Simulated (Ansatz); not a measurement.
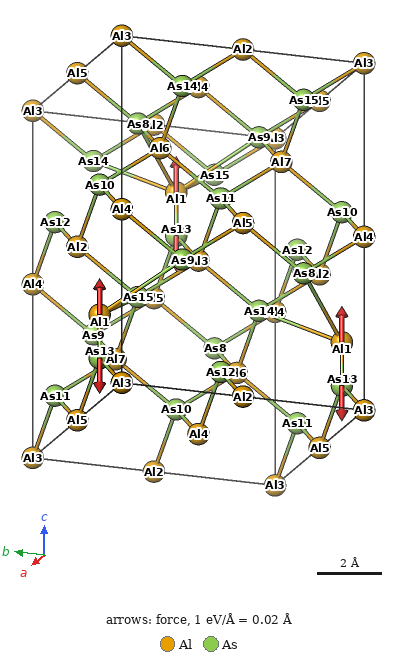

Starting geometry of a defect cell of composition Al$_{7}$As$_{8}$ (cell charge −3) (started half-way along a vacancy jump, in the symmetry of that start) with the computed forces as red arrows. The picture is a ball-and-stick view of the conventional cell (2 times the calculation's cell), seen from a free direction. Lengths and directions refer to the drawn axes.

Method: Ansatz, DFT PBE, scalar-relativistic, plane waves, PAW. Settings: plane-wave cutoff 420 eV; k-point mesh 4 × 4 × 4; occupations gaussian; smearing width 0.05 eV; no spin polarisation; atoms relaxed in a fixed cell; force threshold 0.02 eV/Å; at most 60 steps.

> Is this structure relaxed? If not, where do the atoms go?

It isn't relaxed: the largest force vector, on Al1, is 60.59 eV/Å. The final displacements follow the starting forces only in part (cosine between the two patterns 0.62). The largest move is that of Al1, 0.56 Å along +c. By element the largest moves are Al 0.56 Å, As 0.45 Å. The cell doesn't change. Among the contacts that change: Al1–As13 1.432 → 2.440 Å, Al1–As14 3.202 → 2.752 Å, Al2–As10 2.480 → 2.623 Å, Al2–As12 2.480 → 2.394 Å. Bond angles that change, for instance: As8–Al4–As9 109.5° → 91.2°, Al2–As12–Al4 109.5° → 93.0°, As8–Al4–As12 109.5° → 125.6°. After 7 geometry steps the energy has fallen by 17.236 eV per cell of the calculation. Largest force component: 61 eV/Å at the start, 0.0012 eV/Å at the end. The run took about 6 core-minutes on a shared host.

Limits of the set-up: the periodic images lie only 8.1 Å apart, so the values are limited by the cell's size; the cell is charged, on a uniform background, and energies carry no finite-size correction.
